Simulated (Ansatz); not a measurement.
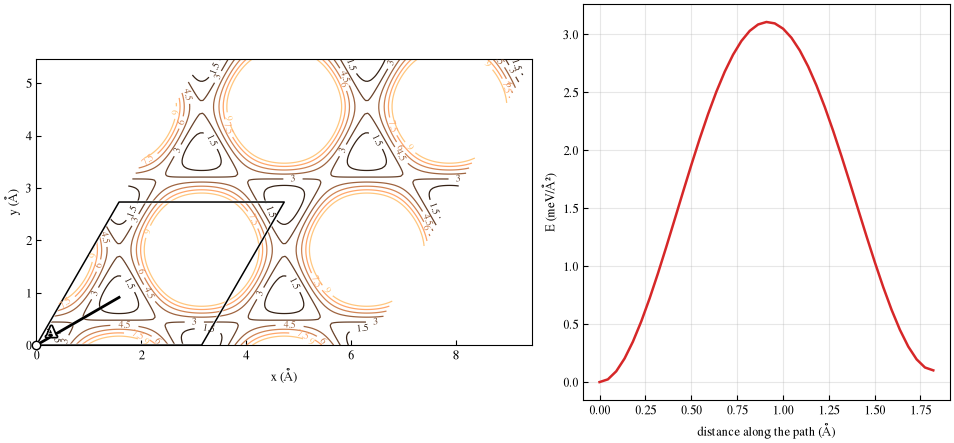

MoS₂ (R3m, No. 160; 9 atoms in the cell). The crystal above one (0 0 -1) plane is slid rigidly over the crystal below it (one fault a cell, nothing relaxed). Places are given modulo a cell vector. The map is drawn in real space over the plane of the slide. Grid: 6 × 6 points; 10 points were computed and 26 follow by symmetry. All energies are given in meV/Å² relative to the lowest grid point. These are results of DFT PBE+D3(BJ), scalar-relativistic, plane waves, PAW in Ansatz, not measurements. Settings: cutoff 420 eV, k-mesh 10×10×2 in the order of the run's cell vectors, gaussian smearing 0.05 eV, no spin polarisation.

The picture shows contour lines labelled in meV/Å² (none above 9), a line along the lowest path, the outline of one cell of the 2 × 2 shown, the energy along the path at the right, the start A. Between grid points the surface is interpolated.

**Describe the path and its barrier.**

The easiest path leads from the well at (0/6, 0/6) of the cell vectors to the well at (2/6, 2/6) of the cell vectors, about 0.1 meV/Å² higher. Its highest point lies about 3.1 meV/Å² above the bottom of the first well on the interpolated surface, at (1/6, 1/6) of the cell vectors. The start is the relaxed structure and all else is held, so a fully relaxed path at this level can only be lower.
